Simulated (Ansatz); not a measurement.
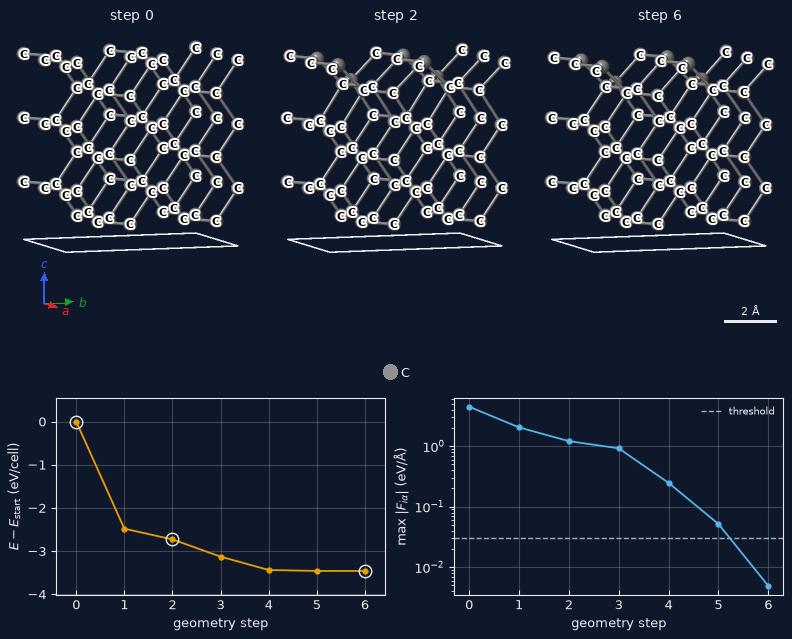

Frames of a constrained relaxation of a slab of composition C (cut from the Fd-3m phase), marked on the history of the run. A ball-and-stick model of the cell of the calculation, outlined in the plane, without the vacuum (origin shifted), seen slightly off an axis.

Case: clean slab, lower planes held. The slab is the (1 1 0) face of C. 24 atoms are held fixed.

Theory: DFT PBE+D3(BJ), scalar-relativistic, plane waves, PAW (Ansatz).

Input
```yaml
crystal:
  lattice:
    - [5.0301999808, 0.0, 0.0]
    - [0.0, 7.1137770343, 0.0]
    - [0.0, 0.0, 22.287749976]
  atoms:
    - { symbol: C, position: [0.25, 0.5, 0.3589415714] }
    - { symbol: C, position: [0.25, 0.0, 0.3589415714] }
    - { symbol: C, position: [0.75, 0.5, 0.3589415714] }
    - { symbol: C, position: [0.75, 0.0, 0.3589415714] }
    - { symbol: C, position: [0.5, 0.625, 0.3589415714] }
    - { symbol: C, position: [0.5, 0.125, 0.3589415714] }
    - { symbol: C, position: [0.0, 0.625, 0.3589415714] }
    - { symbol: C, position: [0.0, 0.125, 0.3589415714] }
    - { symbol: C, position: [0.5, 0.75, 0.4153649429] }
    - { symbol: C, position: [0.5, 0.25, 0.4153649429] }
    - { symbol: C, position: [0.0, 0.75, 0.4153649429] }
    - { symbol: C, position: [0.0, 0.25, 0.4153649429] }
    - { symbol: C, position: [0.75, 0.875, 0.4153649429] }
    - { symbol: C, position: [0.75, 0.375, 0.4153649429] }
    - { symbol: C, position: [0.25, 0.875, 0.4153649429] }
    - { symbol: C, position: [0.25, 0.375, 0.4153649429] }
    - { symbol: C, position: [0.75, 0.0, 0.4717883143] }
    - { symbol: C, position: [0.75, 0.5, 0.4717883143] }
    - { symbol: C, position: [0.25, 0.0, 0.4717883143] }
    - { symbol: C, position: [0.25, 0.5, 0.4717883143] }
    - { symbol: C, position: [0.0, 0.125, 0.4717883143] }
    - { symbol: C, position: [0.0, 0.625, 0.4717883143] }
    - { symbol: C, position: [0.5, 0.125, 0.4717883143] }
    - { symbol: C, position: [0.5, 0.625, 0.4717883143] }
    - { symbol: C, position: [0.0, 0.25, 0.5282116857] }
    - { symbol: C, position: [0.0, 0.75, 0.5282116857] }
    - { symbol: C, position: [0.5, 0.25, 0.5282116857] }
    - { symbol: C, position: [0.5, 0.75, 0.5282116857] }
    - { symbol: C, position: [0.25, 0.375, 0.5282116857] }
    - { symbol: C, position: [0.25, 0.875, 0.5282116857] }
    - { symbol: C, position: [0.75, 0.375, 0.5282116857] }
    - { symbol: C, position: [0.75, 0.875, 0.5282116857] }
    - { symbol: C, position: [0.25, 0.5, 0.5846350571] }
    - { symbol: C, position: [0.25, 0.0, 0.5846350571] }
    - { symbol: C, position: [0.75, 0.5, 0.5846350571] }
    - { symbol: C, position: [0.75, 0.0, 0.5846350571] }
    - { symbol: C, position: [0.5, 0.625, 0.5846350571] }
    - { symbol: C, position: [0.5, 0.125, 0.5846350571] }
    - { symbol: C, position: [0.0, 0.625, 0.5846350571] }
    - { symbol: C, position: [0.0, 0.125, 0.5846350571] }
    - { symbol: C, position: [0.5, 0.75, 0.6410584286] }
    - { symbol: C, position: [0.5, 0.25, 0.6410584286] }
    - { symbol: C, position: [0.0, 0.75, 0.6410584286] }
    - { symbol: C, position: [0.0, 0.25, 0.6410584286] }
    - { symbol: C, position: [0.75, 0.875, 0.6410584286] }
    - { symbol: C, position: [0.75, 0.375, 0.6410584286] }
    - { symbol: C, position: [0.25, 0.875, 0.6410584286] }
    - { symbol: C, position: [0.25, 0.375, 0.6410584286] }
basis:
  ecutwfc: 420
kpoints:
  mp_grid: { grid: [3, 2, 1] }
hamiltonian:
  xc: pbe
  dispersion: d3bj
scf:
  occupations: { method: gaussian, width: 0.05 }
output:
  forces: true
  eigenvalues: true
  write_density: true
  write_potential: true
  elf: true
  volumetric_format: npy
relax:
  adjacent_minimum: "off"
  f_tol: 0.03
  max_steps: 70
  constraints:
    - { sites: [0, 1, 2, 3, 4, 5, 6, 7, 8, 9, 10, 11, 12, 13, 14, 15, 16, 17, 18, 19, 20, 21, 22, 23] }
efield:
  axis: 3
  dipole_correction: true
  ramp_width: 0.04
```

Command:
```bash
ansatz run input.yaml --threads 4 --pin off --max-ram 12288MiB --backend cpu --events-out ev --progress --plain --runs-dir out
```

**Describe the path.**

The largest moves, 0.19 Å, are those of 8 atoms (C41, C42, C43, C44 and others). C44 goes at 33° to the normal (−c side). The cell stays as it was. Among the contacts that change: C41–C45 1.540 → 1.430 Å, C33–C48 1.540 → 1.479 Å, C25–C40 1.540 → 1.593 Å, C33–C37 1.540 → 1.503 Å. Bond angles that change, for instance: C45–C41–C47 109.5° → 123.2°, C31–C35–C46 109.5° → 100.5°, C37–C35–C39 109.5° → 113.6°. Over 6 geometry steps the energy falls by 3.457 eV per cell of the calculation. Largest force component: 4.5 eV/Å at the start, 0.0049 eV/Å at the end. From step 0 to 2: C atoms move most (0.14 Å), energy −2.727 eV per cell of the calculation. From step 2 to 6: C atoms move most (0.10 Å), energy −0.730 eV per cell of the calculation.

Limits of the set-up: the k-point mesh is coarse for a cell with partly filled bands.
